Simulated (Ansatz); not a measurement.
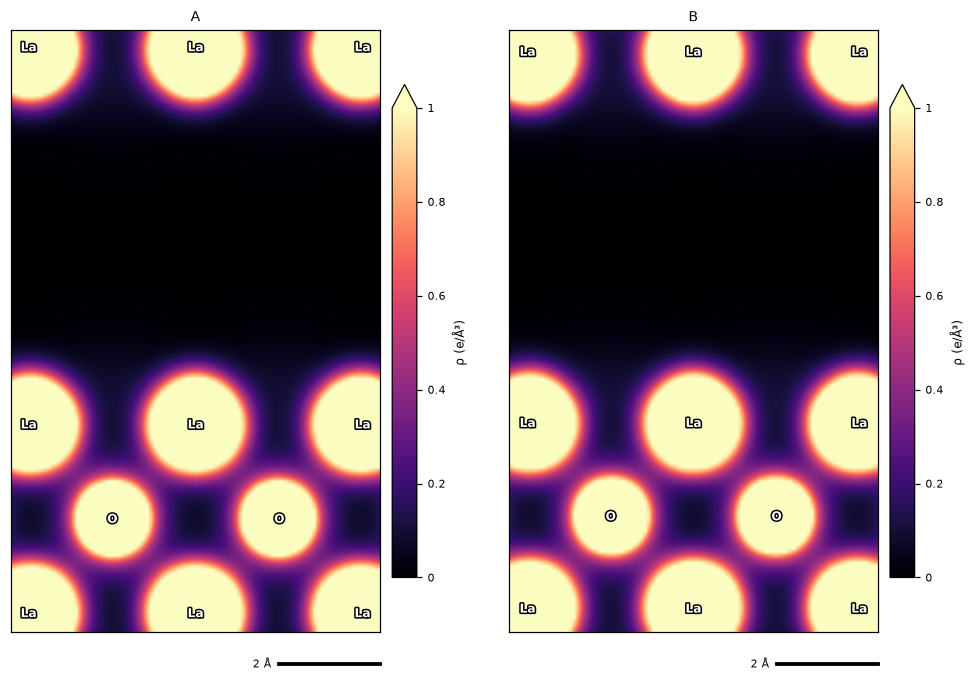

La$_{2}$O$_{3}$. The valence electron density of two cells that differ in size and shape, on the (110) plane of each (indices in the axes of the calculation cell), at one length scale and on one colour scale: A has 24.0 Å³ an atom and B 23.1.

Computed with DFT PBE, spin-orbit coupling, plane waves, PAW (Ansatz 0.2.0).

The density is the valence pseudo-density of a PAW calculation; it isn't the true density close to the nuclei.

What does the compression do to the bonding and the properties?

Answer. From the larger cell to the smaller, La–O goes from 2.50 to 2.46 Å, and the density at its midpoint from 0.39 to 0.42 e/Å³; the pressure goes from −3.1 to 0.0 GPa; the Kohn–Sham gap goes from 1.8 eV to 1.6 eV.
